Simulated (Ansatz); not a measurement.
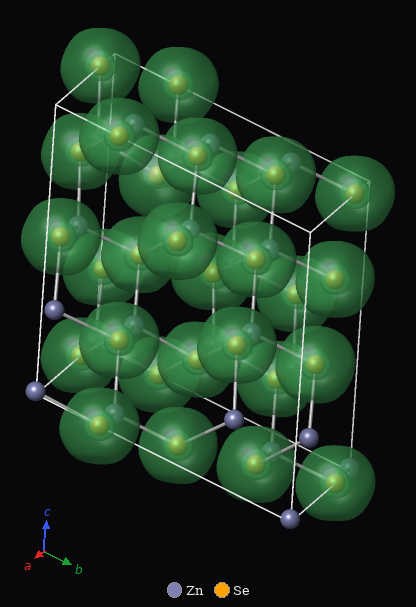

Zn15Se16 (cell charge −2, with a compensating background) (cell with a defect). Isosurface of the ELF at 0.6 (green), seen slightly off an axis. Core shells and regions of very low density are left out. Sticks mark near contacts.

Theory: DFT PBEsol, scalar-relativistic, plane waves, PAW (Ansatz).

```cif
data_structure
_symmetry_space_group_name_H-M 'P 1'
_symmetry_Int_Tables_number 1
_cell_length_a 9.7571
_cell_length_b 9.7571
_cell_length_c 9.7571
_cell_angle_alpha 109.471
_cell_angle_beta 109.471
_cell_angle_gamma 109.471
_cell_volume 715.05
loop_
_atom_site_label
_atom_site_type_symbol
_atom_site_fract_x
_atom_site_fract_y
_atom_site_fract_z
_atom_site_occupancy
Zn1 Zn 0.01146 0.50305 0.50000 1
Zn2 Zn 0.50305 0.25000 0.26146 1
Zn3 Zn 0.75000 0.75000 0.50000 1
Zn4 Zn 0.25000 0.50305 0.26146 1
Zn5 Zn 0.50305 0.01146 0.50000 1
Zn6 Zn 0.99695 0.75841 0.24695 1
Zn7 Zn 0.75000 0.25000 0.00000 1
Zn8 Zn 0.48854 0.48854 0.99159 1
Zn9 Zn 0.75841 0.99695 0.24695 1
Zn10 Zn 0.01146 0.25000 0.75305 1
Zn11 Zn 0.25000 0.75000 0.00000 1
Zn12 Zn 0.99695 0.99695 0.00841 1
Zn13 Zn 0.74159 0.48854 0.73854 1
Zn14 Zn 0.48854 0.74159 0.73854 1
Zn15 Zn 0.25000 0.01146 0.75305 1
Se1 Se 0.25000 0.25000 0.73451 1
Se2 Se 0.00036 0.49877 0.74877 1
Se3 Se 0.48451 0.25000 0.50000 1
Se4 Se 0.74842 0.74842 0.74964 1
Se5 Se 0.25000 0.48451 0.50000 1
Se6 Se 0.49877 0.00036 0.74877 1
Se7 Se 0.00123 0.75158 0.50000 1
Se8 Se 0.75158 0.25000 0.25123 1
Se9 Se 0.49877 0.49877 0.25036 1
Se10 Se 0.75158 0.00123 0.50000 1
Se11 Se 0.00123 0.25000 0.00158 1
Se12 Se 0.25000 0.75158 0.25123 1
Se13 Se 0.01549 0.01549 0.26549 1
Se14 Se 0.74842 0.49964 0.99842 1
Se15 Se 0.49964 0.74842 0.99842 1
Se16 Se 0.25000 0.00123 0.00158 1
```

**What do the ELF domains correspond to?**

The surface consists of 16 regions wrapped around Se (the valence shell of each), counted in one cell of 31 atoms. Any copies at cell faces, edges or corners count once. Profiles from the grid: Zn–Se (2.39 Å): the ELF is about 0.60 at the midpoint. Zn–Se (2.45 Å): the ELF is about 0.60 at the midpoint.

**Metal or insulator at this level of theory?**

It is gapped, with a Kohn–Sham gap of 2.8 eV on the k-point mesh, an upper bound to the gap of this method.
